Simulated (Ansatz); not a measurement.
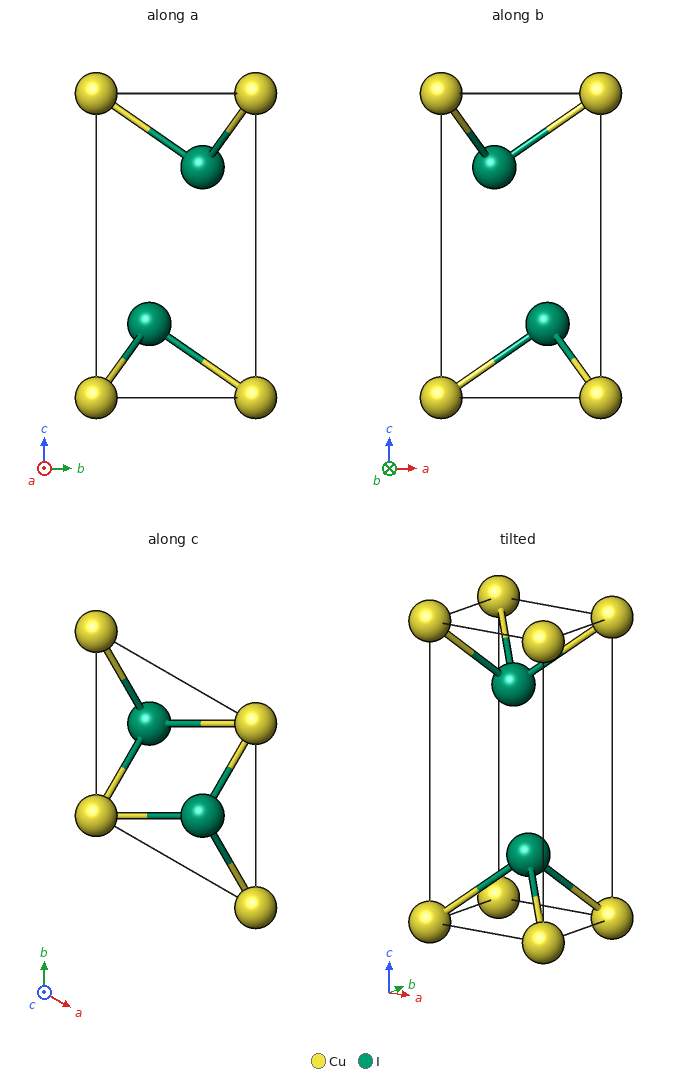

Drawn in the ball-and-stick manner and seen along the a axis, along the b axis, along the c axis and slightly off an axis. The lines enclose the conventional unit cell; boundary atoms appear with their images.

Lattice parameters: a = 4.087 Å, b = 4.087 Å, c = 6.752 Å, α = 90.00°, β = 90.00°, γ = 120.00°.

> Write down what is shown as a table of Wyckoff sites, with free fractional coordinates to two decimals.

Space group P-3m1 (No. 164).
```
atom  site       x       y     z
  Cu    1a    0.00    0.00  0.00
   I    2d  0.3333  0.6667  0.76
```

Note that this is a generated cell, made by putting these elements into a known structure type (the compound may or may not exist in this form), and that it hasn't been relaxed. An electronic-structure calculation with Ansatz was run on it.
